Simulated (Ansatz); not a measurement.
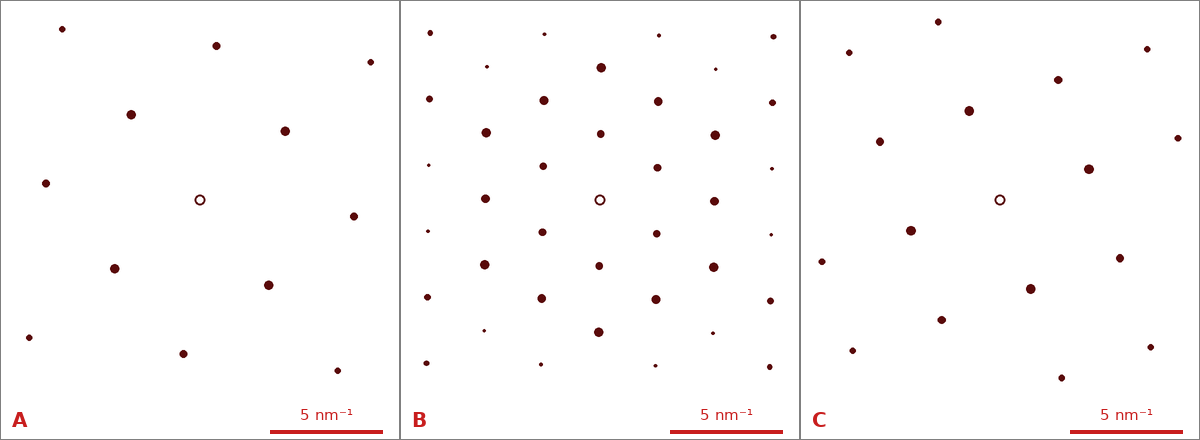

Kinematic electron diffraction patterns (120 kV, B = 0.5 Å², same scale, each along a low-index zone) of three structures of composition Ag, each relaxed at zero pressure with DFT PBEsol, scalar-relativistic, plane waves, PAW in Ansatz.

The structures (standard cells):
1. R-3m (No. 166), a = 6.730 Å, c = 20.184 Å (hexagonal axes), 36 atoms; generated start, possibly hypothetical
2. I4/mmm (No. 139), a = 3.334 Å, c = 3.021 Å, 2 atoms; generated start, possibly hypothetical
3. Fm-3m (No. 225), a = 4.054 Å, 4 atoms; generated start, possibly hypothetical

**Which pattern belongs to which structure, and along which zone?**

A is structure 3 along [001] or an equivalent direction: square net of 2 0 0 at d = 2.03 Å and 0 2 0 at d = 2.03 Å, 90.0° apart. B is structure 1 along [001]: hexagonal net of 2 -1 0 at d = 3.37 Å and 1 1 0 at d = 3.37 Å, 60.0° apart. C is structure 2 along [001]: square net of 1 -1 0 at d = 2.36 Å and 1 1 0 at d = 2.36 Å, 90.0° apart.

**Rank the structures by their computed energy.**

Structure 3 (Fm-3m, 16.65 Å³ an atom) is the lowest of these; structure 2 (I4/mmm, 16.79 Å³ an atom) lies about 38 meV an atom higher; structure 1 (R-3m, 21.99 Å³ an atom) lies about 530 meV an atom higher. These are static energies at 0 K; other structures, not shown, may lie lower still.
